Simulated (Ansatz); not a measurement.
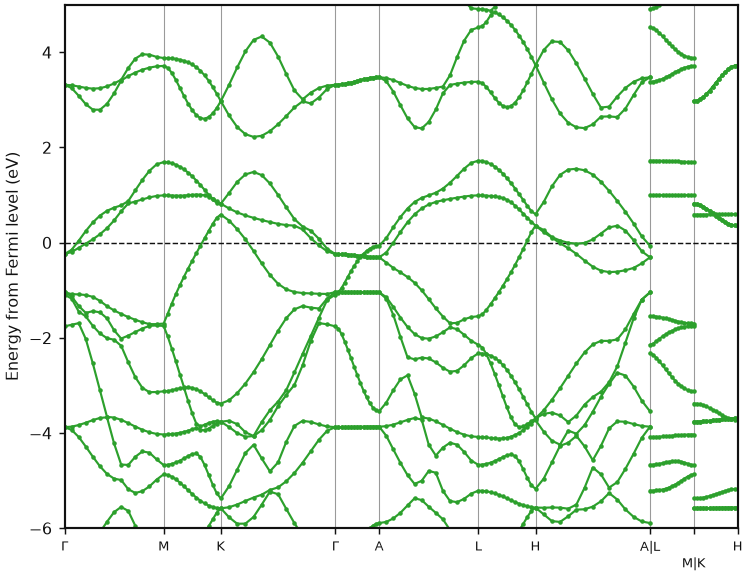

Band structure. Energies are counted from the Fermi level.

Input of the run:

```yaml
crystal:
  lattice:
    - [3.2274645616, 0.0, 0.0]
    - [-1.6137322808, 2.7950663001, 0.0]
    - [0.0, 0.0, 6.31247342]
  atoms:
    - { symbol: Mo, position: [0.0, 0.0, 0.5] }
    - { symbol: S, position: [0.6666666667, 0.3333333333, 0.74468068] }
    - { symbol: S, position: [0.3333333333, 0.6666666667, 0.25531932] }
hamiltonian:
  xc: pbesol
  pseudopotentials: { kind: paw }
  hubbard: { sites: [{ species: Mo, l: d, u_eff: 3.0 }] }
kpoints:
  mp_grid: { grid: [9, 9, 4] }
  band_path:
    path:
      - [[0.0, 0.0, 0.0], [0.5, 0.0, 0.0], [0.3333333333, 0.3333333333, 0.0], [0.0, 0.0, 0.0], [0.0, 0.0, 0.5], [0.5, 0.0, 0.5], [0.3333333333, 0.3333333333, 0.5], [0.0, 0.0, 0.5]]
      - [[0.5, 0.0, 0.5], [0.5, 0.0, 0.0]]
      - [[0.3333333333, 0.3333333333, 0.0], [0.3333333333, 0.3333333333, 0.5]]
    npoints: 14
scf:
  occupations: { method: fermi_dirac, width: 0.05 }
  n_extra_bands: 7
output:
  forces: true
  stress: true
  eigenvalues: true
  fatbands: false
```

System: CdI2-type MoS₂, space group P-3m1, 3 atoms in the cell.

Method: PBEsol, Mo d U = 3 eV, Ansatz PAW, no spin polarisation, no spin-orbit coupling, 9×9×4 k mesh, 420 eV cutoff, Fermi-Dirac smearing of 0.05 eV (Ansatz 0.2.0).

Does this material conduct, going by its bands?

A metal: 3 bands cross the Fermi level along this path.

Which levels at A lie nearest to the Fermi level?

At A the nearest levels lie 0.07 eV below and 3.48 eV above the Fermi level.

Spin-orbit coupling is left out, which matters for Mo. The PAW data sets were made with another functional. The cell is at −4 GPa in this functional. The usual form of MoS2 is the layered 2H or 3R polytype.
